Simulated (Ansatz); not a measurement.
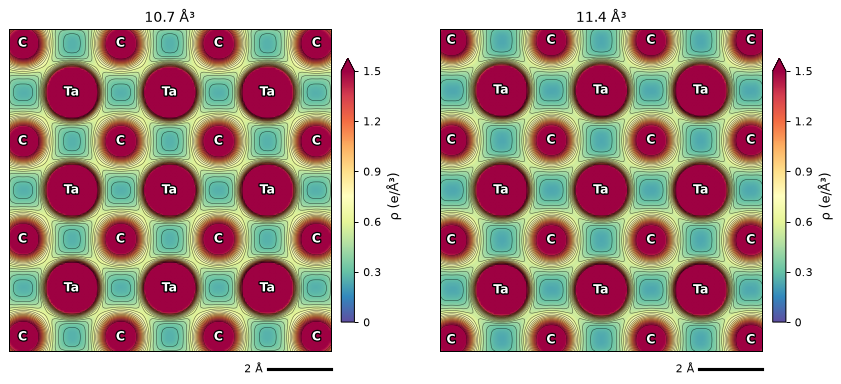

TaC. The valence charge density (pseudo) of cells scaled evenly to different volumes (given per atom above each panel), on the (011) plane of each (indices in the axes of the cell below), at one length scale and on one colour scale.

Computed without spin polarisation.

The calculation used Ansatz 0.2.0, DFT, PBE, PAW with Ansatz's default frozen-core files, scalar-relativistic.

Core electrons are frozen (PAW), and the valence fields are smoothed inside the atomic spheres.

The largest cell:

```
Ta C
1.0
     0.00000    2.24905    2.24905
     2.24905    0.00000    2.24905
     2.24905    2.24905    0.00000
Ta C
1 1
Direct
  0.00000 0.00000 0.00000
  0.50000 0.50000 0.50000
```

| volume (Å³/atom) | Ta–C contact in the plane (Å) | ρ at its midpoint (e/Å³) | pressure (GPa) | 
| --- | --- | --- | --- |
| 10.71 | 2.205 | 0.595 | 16.0 | 
| 11.04 | 2.227 | ? | ? | 
| 11.38 | 2.249 | 0.547 | −4.7 | 

**Estimate the missing row, and compare with the calculation.**

Over the known rows ln ρ falls by 1.91 per Å of Ta–C distance (the line through the two), which gives 0.570 e/Å³ at 2.227 Å; the calculation gives 0.570 e/Å³. For the pressure, a straight line in volume between the neighbouring rows gives 5.8 GPa; the calculation gives 4.8, lower because pressure rises ever faster on compression.
